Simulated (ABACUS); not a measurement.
Run report: Sn, band-structure run (part 3 of 3)

Sn (2 atoms in the cell); Kohn-Sham DFT of a periodic cell, r2SCAN, SG15 ONCV 1.2 PBE, no spin polarisation (ABACUS 3.10.1); cutoff 1360.57 eV, 5×5×5 k-mesh, fermi-dirac of 0.05 eV. The structure derives from an entry of the Crystallography Open Database.

Geometry of the input (Å; fractional positions):
```
0.0000  3.2333  3.2333
3.2333  0.0000  3.2333
3.2333  3.2333  0.0000
Sn 0.2500  0.2500  0.2500
Sn 0.0000  0.0000  0.0000
```

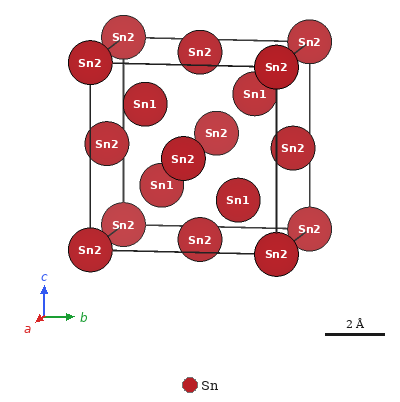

The structure as given in the input (spheres-only view of the cell 4 times as large as that of the calculation, set on its symmetry axes, seen slightly off an axis; atoms are numbered from 1 in the order of the input).

**The program's output, continued**
```
----------------------------------------------------------
 E_KohnSham     -239.8259343941      -3262.9992359342
 E_KS(sigma->0) -239.8257811440      -3262.9971508593
 E_Harris       -239.8259352126      -3262.9992470701
 E_band         -15.1843147888       -206.5932013534
 E_one_elec     -101.4782392668      -1380.6822770362
 E_Hartree      62.5026942683        850.3927824011
 E_xc           -28.0531033937       -381.6820527377
 E_Ewald        -172.7969795017      -2351.0235184116
 E_entropy(-TS) -0.0003065002        -0.0041701498
 E_descf        0.0000000000         0.0000000000
 E_exx          0.0000000000         0.0000000000
 E_Fermi        0.6816329292         9.2740917809
----------------------------------------------------------

 charge density convergence is achieved
 final etot is -3262.9992359 eV
 EFERMI = 9.2740917809 eV

 STATE ENERGY(eV) AND OCCUPATIONS    NSPIN == 1
 1/10 kpoint (Cartesian) = 0.0000 0.0000 0.0000 (1928 pws)
       1       -12.2860      0.0160000
       2       -12.2860      0.0160000
       3       -12.2860      0.0160000
       4       -12.2009      0.0160000
       5       -12.2009      0.0160000
       6       -11.8497      0.0160000
       7       -11.8497      0.0160000
       8       -11.8497      0.0160000
       9       -11.8148      0.0160000
      10       -11.8148      0.0160000
      11       -2.01962      0.0160000
      12        8.50581      0.0160000
      13        9.34079     0.00333581
      14        9.34079     0.00333581
      15        9.34079     0.00333581
      16        11.6847    1.84468e-23
      17        11.6847    1.84468e-23
      18        11.6847    1.84468e-23
      19        15.2603    1.61649e-54
      20        18.0701    6.35095e-79
      21        18.0701    6.35095e-79
      22        19.2084    8.24209e-89
      23        19.2084    8.24209e-89
      24        19.2084    8.24209e-89

 2/10 kpoint (Cartesian) = 0.030928 0.030928 0.030928 (1925 pws)
       1       -12.3075       0.128000
       2       -12.3075       0.128000
       3       -12.2740       0.128000
       4       -12.1664       0.128000
       5       -12.1664       0.128000
       6       -11.8791       0.128000
       7       -11.8791       0.128000
       8       -11.8629       0.128000
       9       -11.7922       0.128000
      10       -11.7922       0.128000
      11       -1.62143       0.128000
      12        5.70066       0.128000
      13        8.74077       0.127997
      14        8.74077       0.127997
      15        9.80841    2.92558e-06
      16        12.4531    3.12276e-29
      17        12.4531    3.12276e-29
      18        13.4821    3.60671e-38
      19        16.9369    3.54066e-68
      20        17.4176    2.36216e-72
      21        17.4176    2.36216e-72
      22        20.2421        0.00000
      23        22.8454        0.00000
      24        22.8454        0.00000

 3/10 kpoint (Cartesian) = 0.061855 0.061855 0.061855 (1919 pws)
       1       -12.3242       0.128000
       2       -12.3242       0.128000
       3       -12.2569       0.128000
       4       -12.1345       0.128000
       5       -12.1345       0.128000
       6       -11.8981       0.128000
       7       -11.8981       0.128000
       8       -11.8854       0.128000
       9       -11.7792       0.128000
      10       -11.7792       0.128000
      11      -0.616434       0.128000
      12        3.05887       0.128000
      13        8.13568       0.128000
      14        8.13568       0.128000
      15        9.35272      0.0219956
      16        12.9077    3.51656e-33
      17        12.9077    3.51656e-33
      18        16.7286    2.28202e-66
      19        17.1528    4.71866e-70
      20        18.9155    2.30567e-85
      21        18.9155    2.30567e-85
      22        20.3051        0.00000
      23        22.5475        0.00000
      24        22.5475        0.00000

 4/10 kpoint (Cartesian) = 0.0000 0.0000 0.061855 (1918 pws)
       1       -12.3073      0.0960000
       2       -12.3073      0.0960000
       3       -12.2908      0.0960000
       4       -12.1632      0.0960000
       5       -12.1243      0.0960000
       6       -11.9586      0.0960000
       7       -11.8508      0.0960000
       8       -11.8146      0.0960000
       9       -11.8146      0.0960000
      10       -11.7917      0.0960000
      11       -1.48023      0.0960000
      12        5.56942      0.0960000
      13        7.95260      0.0960000
      14        7.95260      0.0960000
      15        10.7565    1.27715e-14
      16        11.7162    5.88778e-23
      17        13.7727    8.08058e-41
      18        13.7727    8.08058e-41
      19        16.3005    8.95501e-63
      20        17.4499    9.28350e-73
      21        18.6296    5.26397e-83
      22        21.7582        0.00000
      23        21.7582        0.00000
      24        24.0843        0.00000

 5/10 kpoint (Cartesian) = 0.030928 0.030928 0.092783 (1926 pws)
       1       -12.3447       0.384000
       2       -12.3269       0.384000
       3       -12.2447       0.384000
       4       -12.1195       0.384000
       5       -12.0774       0.384000
       6       -12.0041       0.384000
       7       -11.8991       0.384000
       8       -11.8596       0.384000
       9       -11.7807       0.384000
      10       -11.7553       0.384000
      11      -0.610495       0.384000
      12        3.48663       0.384000
      13        6.86438       0.384000
      14        7.43285       0.384000
      15        10.9235    1.81026e-15
      16        12.3375    9.46337e-28
      17        14.3645    2.34119e-45
      18        14.5031    1.46542e-46
      19        18.0495    2.30296e-77
      20        18.8917    1.11376e-84
      21        19.7674        0.00000
      22        21.4138        0.00000
      23        22.2268        0.00000
      24        23.4756        0.00000

 6/10 kpoint (Cartesian) = 0.18557 -0.061855 -0.061855 (1926 pws)
       1       -12.3598       0.384000
       2       -12.3378       0.384000
       3       -12.2050       0.384000
       4       -12.1015       0.384000
       5       -12.0856       0.384000
       6       -11.9666       0.384000
       7       -11.9451       0.384000
       8       -11.9055       0.384000
       9       -11.7600       0.384000
      10       -11.7410       0.384000
      11     0.00109881       0.384000
      12        2.48631       0.384000
      13        6.19924       0.384000
      14        7.64487       0.384000
      15        10.8231    1.34890e-14
      16        13.2205    2.02338e-35
      17        13.9888    4.29612e-42
      18        15.9267    6.31481e-59
      19        16.9652    6.02562e-68
      20        18.3901    2.53371e-80
      21        19.6570        0.00000
      22        21.8419        0.00000
      23        23.3579        0.00000
      24        23.7312        0.00000

[... levels at 4 further k points ...]

 correction force for each atom along direction 1 is 4.59285e-14
 correction force for each atom along direction 2 is -1.49793e-14
 correction force for each atom along direction 3 is 2.38871e-14
------------------------------------------------------------------------------------------
 TOTAL-FORCE (eV/Angstrom)
------------------------------------------------------------------------------------------
                       Sn1         0.0000000000         0.0000000000         0.0000000000
                       Sn2         0.0000000000         0.0000000000         0.0000000000
------------------------------------------------------------------------------------------

----------------------------------------------------------------
 TOTAL-STRESS (KBAR)
----------------------------------------------------------------
        17.8543979520        -0.0000000000        -0.0000000000
        -0.0000000000        17.8543979520        -0.0000000000
        -0.0000000000         0.0000000000        17.8543979520
----------------------------------------------------------------
 TOTAL-PRESSURE: 17.854398 KBAR

 --------------------------------------------
 !FINAL_ETOT_IS -3262.9992359342068085 eV
 --------------------------------------------
```

**Standard output**
```
ABACUS v3.10.1

               Atomic-orbital Based Ab-initio Computation at UStc

 dft_functional readin is: MGGA_X_R2SCAN+MGGA_C_R2SCAN
 dft_functional in pseudopot file is: PBE
 Please make sure this is what you need

%%%%%%%%%%%%%%%%%%%%%%%%%%%%%%%%%%%%%%%%%%%%%%%%%%%%%%%%%%%%%%%%%%%%%%%%%%%%%%%%%%%%%%%%%%%%%%%%%%%%%%%%%
 Warning: the number of valence electrons in pseudopotential > 4 for Sn: [Kr] 4d10 5s2 5p2
 Pseudopotentials with additional electrons can yield (more) accurate outcomes, but may be less efficient.
 If you're confident that your chosen pseudopotential is appropriate, you can safely ignore this warning.
%%%%%%%%%%%%%%%%%%%%%%%%%%%%%%%%%%%%%%%%%%%%%%%%%%%%%%%%%%%%%%%%%%%%%%%%%%%%%%%%%%%%%%%%%%%%%%%%%%%%%%%%%

 UNIFORM GRID DIM        : 60 * 60 * 60
 UNIFORM GRID DIM(BIG)   : 20 * 20 * 20
func,idMGGA_X_R2SCAN 497
func,idMGGA_C_R2SCAN 498
 ---------------------------------------------------------
 Self-consistent calculations for electrons
 ---------------------------------------------------------
 SPIN    KPOINTS         PROCESSORS  THREADS     NBASE
 1       10              4           4           36
 ---------------------------------------------------------
 Use Systematically Improvable Atomic bases
 ---------------------------------------------------------
 ELEMENT ORBITALS        NBASE       NATOM       XC
 Sn      2s2p2d-8au      18          2
 ---------------------------------------------------------
 Initial plane wave basis and FFT box
 ---------------------------------------------------------
 -------------------------------------------
 SELF-CONSISTENT :
 -------------------------------------------
 START CHARGE      : atomic
 ITER       ETOT/eV          EDIFF/eV         DRHO         DKIN     TIME/s
 GE1     -3.26193076e+03   0.00000000e+00   4.1922e-02   5.6926e-01   1.03
 GE2     -3.26296076e+03  -1.02999322e+00   1.1689e-02   9.5731e-02   1.03
 GE3     -3.26299648e+03  -3.57283646e-02   4.1949e-03   2.7035e-02   1.23
 GE4     -3.26299917e+03  -2.68911473e-03   6.5510e-04   1.8133e-03   1.01
 GE5     -3.26299924e+03  -6.25561967e-05   1.8950e-04   2.9914e-04   1.01
 GE6     -3.26299924e+03  -7.92436134e-07   4.1003e-06   4.8815e-05   1.02
 GE7     -3.26299924e+03  -1.06465472e-08   1.5219e-06   5.4390e-06   1.02
 GE8     -3.26299924e+03   4.25366915e-11   4.0741e-07   7.3349e-07   1.07
 GE9     -3.26299924e+03  -1.62799519e-10   4.6519e-08   6.7858e-07   0.99
----------------------------------------------------------------
 TOTAL-STRESS (KBAR)
----------------------------------------------------------------
        17.8543979520        -0.0000000000        -0.0000000000
        -0.0000000000        17.8543979520        -0.0000000000
        -0.0000000000         0.0000000000        17.8543979520
----------------------------------------------------------------
 TOTAL-PRESSURE: 17.854398 KBAR
```

**File mulliken.txt**
```
 0
CALCULATE THE MULLIkEN ANALYSIS FOR EACH ATOM
 Total charge:	28
Decomposed Mulliken populations
0                             Zeta of Sn              Spin 1
s                                      0              1.4632
s                                      1              0.0362
SUM OVER M+Zeta                                       1.4994

pz                                     0              0.7309
px                                     0              0.7823
py                                     0              0.8214
SUM OVER M                                            2.3346
pz                                     1             -0.0085
px                                     1             -0.0083
py                                     1             -0.0000
SUM OVER M                                           -0.0169
SUM OVER M+Zeta                                       2.3177

dz^2                                   0              2.0011
dxz                                    0              1.9984
dyz                                    0              1.9989
dx^2-y^2                               0              2.0008
dxy                                    0              1.9993
SUM OVER M                                            9.9984
dz^2                                   1              0.0281
dxz                                    1              0.0391
dyz                                    1              0.0436
dx^2-y^2                               1              0.0177
dxy                                    1              0.0560
SUM OVER M                                            0.1845
SUM OVER M+Zeta                                      10.1829

SUM OVER M+Zeta+L                                    14.0000

Total Charge on atom:                 Sn             14.0000


1                             Zeta of Sn              Spin 1
s                                      0              1.4632
s                                      1              0.0362
SUM OVER M+Zeta                                       1.4994

pz                                     0              0.7309
px                                     0              0.7823
py                                     0              0.8214
SUM OVER M                                            2.3346
pz                                     1             -0.0085
px                                     1             -0.0083
py                                     1             -0.0000
SUM OVER M                                           -0.0169
SUM OVER M+Zeta                                       2.3177

dz^2                                   0              2.0011
dxz                                    0              1.9984
dyz                                    0              1.9989
dx^2-y^2                               0              2.0008
dxy                                    0              1.9993
SUM OVER M                                            9.9984
dz^2                                   1              0.0281
dxz                                    1              0.0391
dyz                                    1              0.0436
dx^2-y^2                               1              0.0177
dxy                                    1              0.0560
SUM OVER M                                            0.1845
SUM OVER M+Zeta                                      10.1829

SUM OVER M+Zeta+L                                    14.0000

Total Charge on atom:                 Sn             14.0000
```
